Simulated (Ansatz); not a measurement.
```
Hg Se
1.0
     6.09926    0.00000    0.00000
     0.00000    0.00000   -6.09926
     0.00000    6.09926    0.00000
Hg Se
4 4
Direct
  0.50000 0.50000 0.00000
  0.00000 0.50000 0.50000
  0.00000 0.00000 0.00000
  0.50000 0.00000 0.50000
  0.75000 0.75000 0.25000
  0.25000 0.75000 0.75000
  0.25000 0.25000 0.25000
  0.75000 0.25000 0.75000
```

Space group F-43m; changed on purpose from its base cell (strained and moved within the space group).

These are results of DFT PBEsol, scalar-relativistic, plane waves, PAW in Ansatz, not measurements.

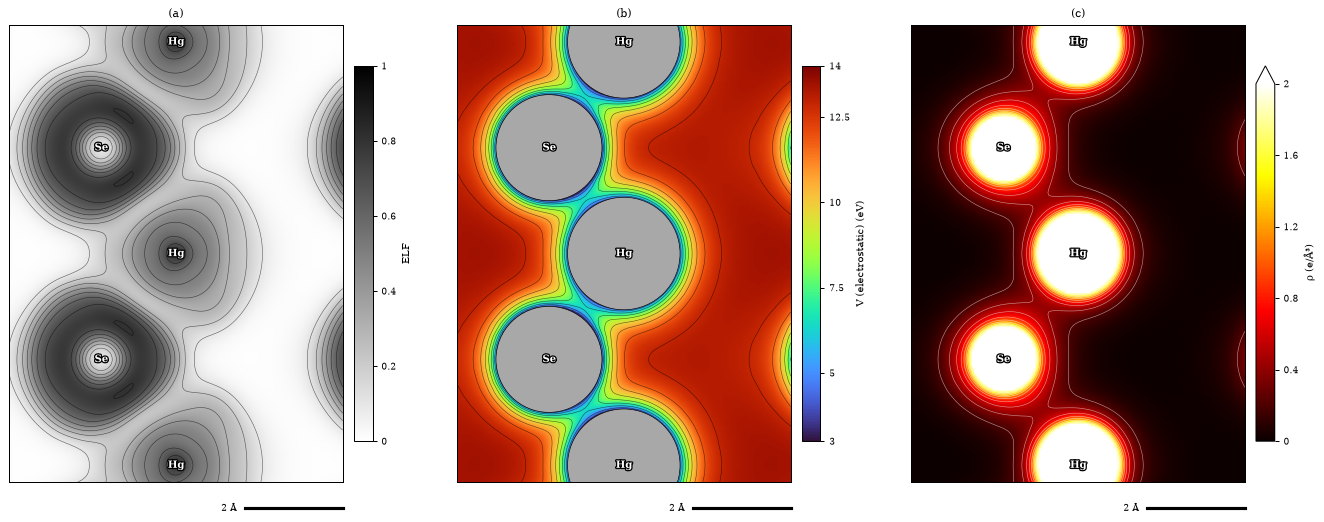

HgSe. (a) ELF; (b) electrostatic potential energy of an electron; (c) valence charge density (pseudo) on the (101) plane of the conventional cell. Grey discs cover the atomic cores in the potential map.

In a PAW calculation such maps are meaningful between the atoms, not at the nuclei.

### What does the map show?

The section cuts through Hg and Se sites.
Hg–Se (2.64 Å): ρ at the midpoint is about 0.42 e/Å³; the ELF is about 0.35 at the midpoint and 0.25 at its lowest between the atoms.
Between the atoms the lowest density in this plane is 0.009 e/Å³.
The features right at Hg lie inside the PAW spheres, where the map follows smoothed inner orbitals and isn't to be read closely.
Outside the cores the potential energy rises away from the atoms and is highest about 2.6 Å from the nearest atoms; its zero is arbitrary.

### Does the calculation give a band gap?

It is gapless in this calculation (a metal or semimetal).
